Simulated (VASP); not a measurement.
Geometry relaxation, with input and output: CdS (part 1 of 2)

- system: CdS (P6₃mc, 4 atoms in the cell)
- method: Kohn-Sham DFT of a periodic cell, PBE with MBD, VASP PAW PBE potentials, recommended, no spin polarisation (VASP 6.6.1)

The structure derives from an entry of the Crystallography Open Database.

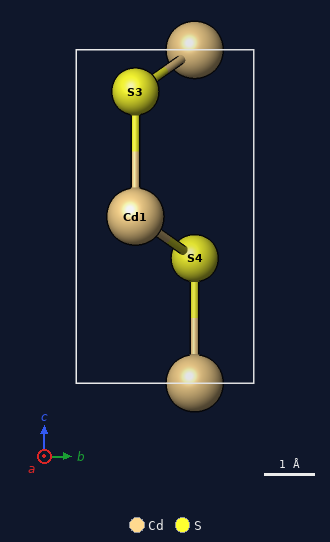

Figure 1. The input geometry (ball-and-stick view of the cell of the calculation, along the a axis; atoms are numbered from 1 in the order of the input). Near neighbours in the crystal (not all of them lie inside the picture): Cd has 4 S at 2.53 to 2.54 Å; S has 4 Cd at 2.53 to 2.54 Å.

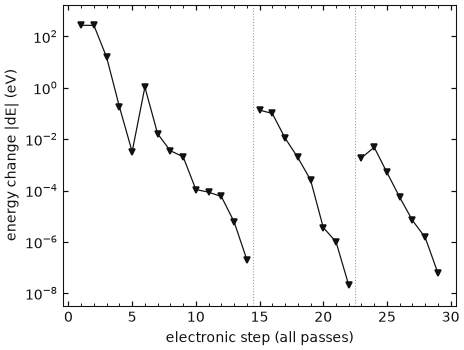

Figure 2. Convergence of the self-consistent field: energy change |dE| against the electronic step. Each stretch between dotted lines is the SCF of one geometry step of a relaxation. The 3 ionic steps take 7 to 14 electronic steps each. The density is held fixed in the first few steps, and dE rises again when its update begins.

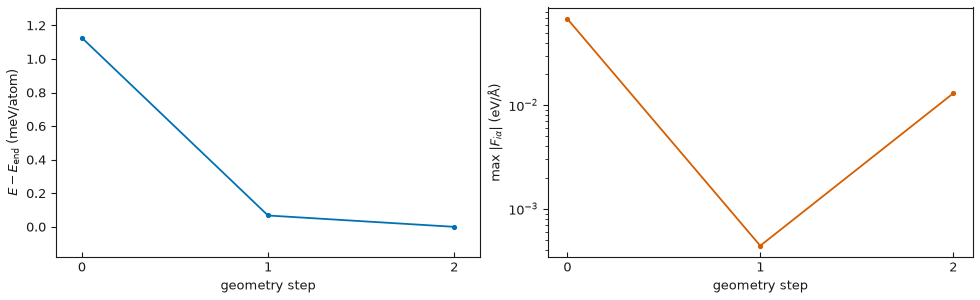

Figure 3. Progress of the relaxation, step by step (steps are counted from 0).

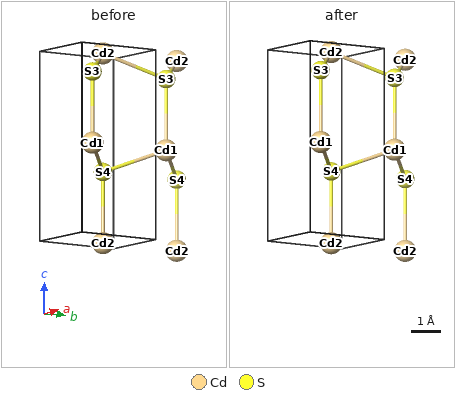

Figure 4. Before (left) and after (right) the relaxation, at one scale (ball-and-stick view of the cell of the calculation, repeated 1 × 2 × 1, seen at an oblique angle). The energy falls by 1.1 meV per atom in 2 geometry steps. The largest force component goes from 0.068 to 0.013 eV/Å. No atom moves by more than 0.005 Å relative to the cell. Cell: a = b 4.150 → 4.165 Å (+0.4 %), c 6.737 → 6.786 Å (+0.7 %). Volume +1.4 %. Among the contacts that change: Cd1–S3 2.526 → 2.550 Å, Cd1–S4 2.540 → 2.548 Å. The space group stays P6_3mc (No. 186). (Atoms are counted from 1 in the order of the input.)

The input that produced these results follows, with the program's output.

**INCAR**
```
PREC = Accurate
ENCUT = 600
EDIFF = 1E-6
ISMEAR = -1
SIGMA = 0.05
LREAL = False
LASPH = True
NELM = 100
ALGO = Normal
ISIF = 3
LWAVE = False
LCHARG = False
GGA = PE
IVDW = 202
IBRION = 2
NSW = 40
EDIFFG = -0.02
```

**KPOINTS**
```
Automatic mesh
0
Gamma
  7 7 4
```

**POSCAR**
```
CdS
1.0
    4.1500000000      0.0000000000      0.0000000000
   -2.0750000000      3.5940054257      0.0000000000
    0.0000000000      0.0000000000      6.7370000000
Cd S
2 2
Direct
    0.6666666667      0.3333333333      0.5000000000
    0.3333333333      0.6666666667      0.0000000000
    0.6666666667      0.3333333333      0.8750000000
    0.3333333333      0.6666666667      0.3750000000
```

Command:
```bash
cat potpaw_PBE.64/Cd/POTCAR potpaw_PBE.64/S/POTCAR > POTCAR
mpirun -np 1 vasp_std > vasp.out
```

**OSZICAR**
```
N       E                     dE             d eps       ncg     rms          rms(c)
DAV:   1     0.272470138184E+03    0.27247E+03   -0.19183E+04  1056   0.168E+03
DAV:   2     0.215515541185E+01   -0.27031E+03   -0.26332E+03  1194   0.379E+02
DAV:   3    -0.131696051936E+02   -0.15325E+02   -0.15269E+02  1272   0.902E+01
DAV:   4    -0.133527137733E+02   -0.18311E+00   -0.18292E+00  1224   0.981E+00
DAV:   5    -0.133559526173E+02   -0.32388E-02   -0.32387E-02  1320   0.125E+00    0.112E+01
DAV:   6    -0.122885036975E+02    0.10674E+01   -0.25647E+00  1390   0.168E+01    0.883E+00
DAV:   7    -0.122722935953E+02    0.16210E-01   -0.85955E-01  1236   0.543E+00    0.400E+00
DAV:   8    -0.122687596787E+02    0.35339E-02   -0.12738E-01  1232   0.387E+00    0.561E-01
DAV:   9    -0.122666758480E+02    0.20838E-02   -0.24654E-02  1320   0.207E+00    0.180E-01
DAV:  10    -0.122667854471E+02   -0.10960E-03   -0.18822E-03  1232   0.488E-01    0.114E-01
DAV:  11    -0.122668716872E+02   -0.86240E-04   -0.22226E-04  1262   0.113E-01    0.115E-01
DAV:  12    -0.122669302316E+02   -0.58544E-04   -0.20136E-04  1164   0.786E-02    0.319E-02
DAV:  13    -0.122669363394E+02   -0.61078E-05   -0.26901E-05  1200   0.351E-02    0.137E-02
DAV:  14    -0.122669365433E+02   -0.20395E-06   -0.22533E-06  1074   0.110E-02
   1 F= -.13220944E+02 E0= -.13220944E+02  d E =-.132209E+02
       N       E                     dE             d eps       ncg     rms          rms(c)
DAV:   1    -0.124024225562E+02   -0.13549E+00   -0.29614E+00  1092   0.185E+01    0.269E+00
DAV:   2    -0.123021668522E+02    0.10026E+00   -0.28962E-01  1122   0.691E+00    0.955E-01
DAV:   3    -0.122910567485E+02    0.11110E-01   -0.30255E-02  1170   0.159E+00    0.819E-01
DAV:   4    -0.122891209154E+02    0.19358E-02   -0.24441E-03  1206   0.376E-01    0.175E-01
DAV:   5    -0.122888594944E+02    0.26142E-03   -0.10115E-03  1296   0.384E-01    0.557E-02
DAV:   6    -0.122888631231E+02   -0.36287E-05   -0.11265E-04  1110   0.108E-01    0.316E-02
DAV:   7    -0.122888641322E+02   -0.10091E-05   -0.42566E-06  1110   0.176E-02    0.428E-03
DAV:   8    -0.122888641115E+02    0.20691E-07   -0.67387E-07   606   0.874E-03
   2 F= -.13225181E+02 E0= -.13225181E+02  d E =-.423623E-02
       N       E                     dE             d eps       ncg     rms          rms(c)
DAV:   1    -0.122907638772E+02   -0.18997E-02   -0.13822E-01  1092   0.394E+00    0.562E-01
DAV:   2    -0.122859601551E+02    0.48037E-02   -0.14128E-02  1122   0.152E+00    0.195E-01
DAV:   3    -0.122854560270E+02    0.50413E-03   -0.15227E-03  1158   0.349E-01    0.166E-01
DAV:   4    -0.122854013315E+02    0.54695E-04   -0.10784E-04  1182   0.879E-02    0.348E-02
DAV:   5    -0.122853944487E+02    0.68828E-05   -0.53839E-05  1296   0.899E-02    0.150E-02
DAV:   6    -0.122853959381E+02   -0.14894E-05   -0.54930E-06  1104   0.237E-02    0.655E-03
DAV:   7    -0.122853959987E+02   -0.60585E-07   -0.14555E-07   552   0.352E-03
   3 F= -.13225451E+02 E0= -.13225451E+02  d E =-.450631E-02
```

**Parts of OUTCAR**
```
PREC = Accurate
   ENCUT = 600
   EDIFF = 1E-6
   ISMEAR = -1
   LREAL = False
   LASPH = True
   NELM = 100
   ISIF = 3
   GGA = PE
   IVDW = 202
   IBRION = 2
   NSW = 40
   EDIFFG = -0.02
  IVDW = 202
  VDW_C6AU =    452.000   134.000 au
  VDW_ALPHA =   39.700  19.600 au
  VDW_R0AU =    3.987   3.855 au
  VDW_RADIUS =    50.000 A
  VDW_SR =     0.830
  VDW_D =     6.000

 ion  position               nearest neighbor table
   1  0.667  0.333  0.500-   3 2.53   4 2.54   4 2.54   4 2.54
   2  0.333  0.667  0.000-   4 2.53   3 2.54   3 2.54   3 2.54
   3  0.667  0.333  0.875-   1 2.53   2 2.54   2 2.54   2 2.54
   4  0.333  0.667  0.375-   2 2.53   1 2.54   1 2.54   1 2.54

  LATTYP: Found a hexagonal cell.
 ALAT       =     4.1500000000
 C/A-ratio  =     1.6233734940

  Lattice vectors:

 A1 = (   4.1500000000,   0.0000000000,   0.0000000000)
 A2 = (  -2.0750000000,   3.5940054257,   0.0000000000)
 A3 = (   0.0000000000,   0.0000000000,   6.7370000000)

Analysis of symmetry for initial positions (statically):
=====================================================================
 Subroutine PRICEL returns:
 Original cell was already a primitive cell.

 Routine SETGRP: Setting up the symmetry group for a
 hexagonal supercell.

 Subroutine GETGRP returns: Found 12 space group operations
 (whereof  6 operations were pure point group operations)
 out of a pool of 24 trial point group operations.

The static configuration has the point symmetry C_3v.
 The point group associated with its full space group is C_6v.

Analysis of symmetry for dynamics (positions and initial velocities):
=====================================================================
 Subroutine PRICEL returns:
 Original cell was already a primitive cell.

 Routine SETGRP: Setting up the symmetry group for a
 hexagonal supercell.

 Subroutine GETGRP returns: Found 12 space group operations
 (whereof  6 operations were pure point group operations)
 out of a pool of 24 trial point group operations.

The dynamic configuration has the point symmetry C_3v.
 The point group associated with its full space group is C_6v.

 Subroutine INISYM returns: Found 12 space group operations
 (whereof  6 operations are pure point group operations),
 and found     1 'primitive' translations

----------------------------------------------------------------------------------------

                                     Primitive cell

  volume of cell :     100.4832

  direct lattice vectors                    reciprocal lattice vectors
     4.150000000  0.000000000  0.000000000     0.240963855  0.139120547  0.000000000
    -2.075000000  3.594005426  0.000000000     0.000000000  0.278241094  0.000000000
     0.000000000  0.000000000  6.737000000     0.000000000  0.000000000  0.148434021

  length of vectors
     4.150000000  4.150000000  6.737000000     0.278241094  0.278241094  0.148434021

  position of ions in fractional coordinates (direct lattice)
     0.666666667  0.333333333  0.500000000
     0.333333333  0.666666667  0.000000000
     0.666666667  0.333333333  0.875000000
     0.333333333  0.666666667  0.375000000

  ion indices of the primitive-cell ions
   primitive index   ion index
                 1           1
                 2           2
                 3           3
                 4           4

----------------------------------------------------------------------------------------

 KPOINTS: Automatic mesh

Automatic generation of k-mesh.
 Grid dimensions read from file:
 generate k-points for:    7    7    4

 Generating k-lattice:

  Cartesian coordinates                     Fractional coordinates (reciprocal lattice)
     0.034423408  0.019874364  0.000000000     0.142857143  0.000000000  0.000000000
     0.000000000  0.039748728  0.000000000     0.000000000  0.142857143  0.000000000
     0.000000000  0.000000000  0.037108505     0.000000000  0.000000000  0.250000000

  Length of vectors
     0.039748728  0.039748728  0.037108505

  Shift w.r.t. Gamma in fractional coordinates (k-lattice)
     0.000000000  0.000000000  0.000000000

 Subroutine IBZKPT returns following result:
 ===========================================

 Found     24 irreducible k-points:

 Following reciprocal coordinates:
            Coordinates               Weight
  0.000000  0.000000  0.000000      1.000000
  0.142857 -0.000000  0.000000      6.000000
  0.285714 -0.000000  0.000000      6.000000
  0.428571 -0.000000  0.000000      6.000000
  0.142857  0.142857  0.000000      6.000000
  0.285714  0.142857  0.000000     12.000000
  0.428571  0.142857  0.000000      6.000000
  0.285714  0.285714  0.000000      6.000000
  0.000000  0.000000  0.250000      2.000000
  0.142857 -0.000000  0.250000     12.000000
  0.285714 -0.000000  0.250000     12.000000
  0.428571 -0.000000  0.250000     12.000000
  0.142857  0.142857  0.250000     12.000000
  0.285714  0.142857  0.250000     24.000000
  0.428571  0.142857  0.250000     12.000000
  0.285714  0.285714  0.250000     12.000000
  0.000000  0.000000  0.500000      1.000000
  0.142857 -0.000000  0.500000      6.000000
  0.285714 -0.000000  0.500000      6.000000
  0.428571 -0.000000  0.500000      6.000000
  0.142857  0.142857  0.500000      6.000000
  0.285714  0.142857  0.500000     12.000000
  0.428571  0.142857  0.500000      6.000000
  0.285714  0.285714  0.500000      6.000000
   k-points           NKPTS =     24   k-points in BZ     NKDIM =     24   number of bands    NBANDS=     22
   number of dos      NEDOS =    301   number of ions     NIONS =      4
   total plane-waves  NPLWV =  69984
   dimension x,y,z NGX =    36 NGY =   36 NGZ =   54
   dimension x,y,z NGXF=    72 NGYF=   72 NGZF=  108
   ions per type =               2   2
   NGX,Y,Z   is equivalent  to a cutoff of  14.42, 14.42, 13.33 a.u.
   NGXF,Y,Z  is equivalent  to a cutoff of  28.84, 28.84, 26.65 a.u.
 SYSTEM =  unknown system
   PREC   = accura    normal or accurate (medium, high low for compatibility)
   ISTART =      0    job   : 0-new  1-cont  2-samecut
   ICHARG =      2    charge: 1-file 2-atom 10-const
   ISPIN  =      1    spin polarized calculation?
   LNONCOLLINEAR =      F non collinear calculations
   LSORBIT =      F    spin-orbit coupling
   LASPH  =      T    aspherical Exc in radial PAW
   ENCUT  =  600.0 eV  44.10 Ry    6.64 a.u.   8.29  8.29 13.46*2*pi/ulx,y,z
   NELM   =    100;   NELMIN=  2; NELMDL= -5     # of ELM steps
   EDIFF  = 0.1E-05   stopping-criterion for ELM
   LREAL  =      F    real-space projection
   EDIFFG = -.2E-01   stopping-criterion for IOM
   NSW    =     40    number of steps for IOM
   IBRION =      2    ionic relax: 0-MD 1-quasi-New 2-CG
   NFREE  =      1    steps in history (QN), initial steepest desc. (CG)
   ISIF   =      3    stress and relaxation
   ISYM   =      2    0-nonsym 1-usesym 2-fastsym
   POTIM  = 0.5000    time-step for ionic-motion
   TEBEG  =    0.0;   TEEND  =   0.0 temperature during run
   PSTRESS=    0.0 pullay stress
   NELECT =      36.0000    total number of electrons
   NUPDOWN=      -1.0000    fix difference up-down
   EMIN   =  10.00;   EMAX   =-10.00  energy-range for DOS
   EFERMI =   0.00;   METHOD = LEGACY
   ISMEAR =    -1;   SIGMA  =   0.05  broadening in eV -4-tet -1-fermi 0-gaus
   EFERMI_NEDOS =   21; number of points for ismear=-14 and -15
   IALGO  =     38    algorithm
   IMIX   =      4    mixing-type and parameters
     AMIX     =   0.40;   BMIX     =  1.00
     AMIX_MAG =   1.60;   BMIX_MAG =  1.00
  volume/ion in A,a.u.               =      25.12       169.52
  Fermi-wavevector in a.u.,A,eV,Ry     =   1.162727  2.197236 18.394190  1.351935
  Thomas-Fermi vector in A             =   2.299285
   LORBIT       =      0    0 simple, 1 ext, 2 COOP (PROOUT), +10 PAW based schemes
   GGA     = PE    functional components
   LHFCALC =     F    Hartree Fock is set to
   AEXX    =    0.0000 exact exchange contribution
   IVDW    =   202    specifies the selected vdW correction
   LEPSILON=     F    determine dielectric tensor
   LRPA    =     F    only Hartree local field effects (RPA)
 conjugate gradient relaxation of ions
 non-spin polarized calculation
  energy-cutoff  :      600.00
  volume of cell :      100.48
 maximum number of plane-waves:      3376
 NGX is ok and might be reduce to    36
   NGX = 17   NGY = 17   NGZ = 27

--------------------------------------- Ionic step        1  -------------------------------------------

 number of electron      36.0000008 magnetization

 Free energy of the ion-electron system (eV)
  ---------------------------------------------------
  ext. energy  EPLUGINS =         0.00000000
  ---------------------------------------------------
  free energy    TOTEN  =       -12.26693654 eV

  energy without entropy =      -12.26693639  energy(sigma->0) =      -12.26693646

------------------------ aborting loop because EDIFF is reached ----------------------------------------

  Tkatchenko/Scheffler method for vdW energy calculation

  Edisp (eV):   -0.95401
```
